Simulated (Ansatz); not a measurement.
```
CELL_PARAMETERS angstrom
4.40985 0.00000 0.00000
0.00000 4.40985 0.00000
0.00000 0.00000 2.91701
ATOMIC_POSITIONS crystal
Mn 0.00000 0.00000 0.00000
Mn 0.50000 0.50000 0.50000
O 0.30579 0.30579 0.00000
O 0.19421 0.80579 0.50000
O 0.69421 0.69421 0.00000
O 0.80579 0.19421 0.50000
```

Space group P4₂/mnm; Hubbard U of 3.9 eV on Mn d only; spin-polarised.

Computed with DFT r2SCAN+U, scalar-relativistic, plane waves, PAW (Ansatz).

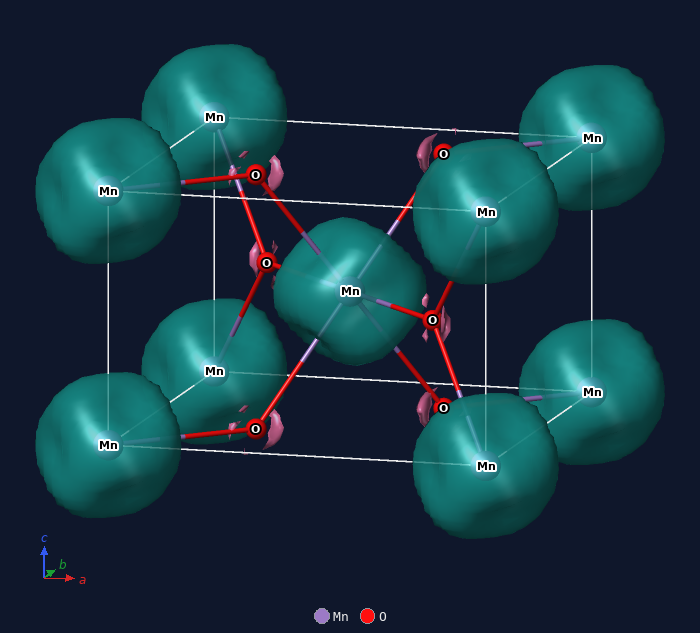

MnO2. Isosurfaces of the magnetisation density (up minus down) at +0.3 (teal) and −0.3 e/Å³ (pink), seen slightly off an axis. Sticks mark near contacts.

Describe the spin distribution.

Answer. The spin density sits on Mn: +2.8 μB (×2) in one cell of 6 atoms, with smaller moments on other sites: O (up to −0.11 μB): parallel main moments (a ferromagnetic arrangement) in this solution. The cell of the calculation (6 atoms) carries 6.0 μB of net spin moment.
